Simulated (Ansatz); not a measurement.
## Run report: Ti, geometry relaxation

The run: geometry relaxation of Ti (Fm-3m, 1 atom in the cell). Method and program: DFT, PBE, plane waves, PAW (Ansatz 0.2.0).

The structure derives from an entry of the Crystallography Open Database.

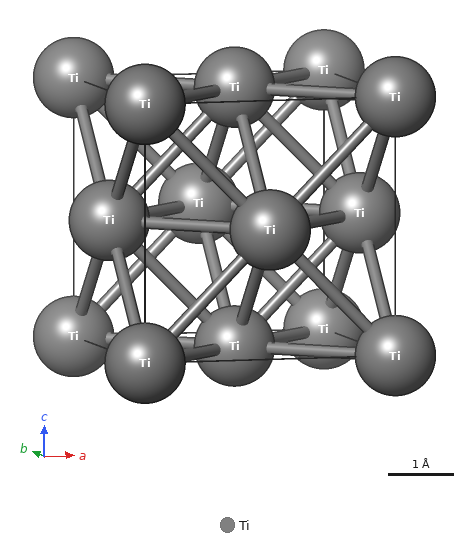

Figure 1. The structure as given in the input (ball-and-stick view of the cell 4 times as large as that of the calculation, set on its symmetry axes, seen slightly off an axis).

Input file:
```yaml
crystal:
  lattice:
    - [0.0, 2.03, 2.03]
    - [2.03, 0.0, 2.03]
    - [2.03, 2.03, 0.0]
  atoms:
    - { symbol: Ti, position: [0.0, 0.0, 0.0], spin: 2.0 }
basis:
  ecutwfc: 420
kpoints:
  mp_grid: { grid: [18, 18, 18] }
hamiltonian:
  xc: pbe
scf:
  occupations: { method: gaussian, width: 0.1 }
  max_iter: 75
output:
  forces: true
  eigenvalues: true
  stress: true
relax:
  adjacent_minimum: "off"
  f_tol: 0.005
  max_steps: 80
  cell: { stress_tol: 0.05 }
```

Machine: 4 threads of Intel Xeon @ 2.30GHz, 28 GiB of memory available, shared host.

Launched with:
```bash
ansatz run input.yaml --threads 4 --pin off --max-ram 2560MiB --backend cpu --events-out ev --progress --plain --runs-dir out
```

Output:
```
Error: inconsistent input (magnetization.spin_polarized): false but per-atom `spin:`, `per_species`, `initial_magnetization`, `magnetic_field`, or `spin_locking` is set
```

What the run reported:

| quantity | value |
| --- | --- |
| outcome | refused by the program |
| space group (tolerance 0.01 Å) | Fm-3m (225) |

This input holds a deliberate fault: a moment without spin polarisation (`magnetization` and `crystal.atoms[0].spin`). The program refused the input: “inconsistent input (magnetization.spin_polarized): false but per-atom `spin:`, `per_species`, `initial_magnetization`, `magnetic_field`, or `spin_locking` is set”
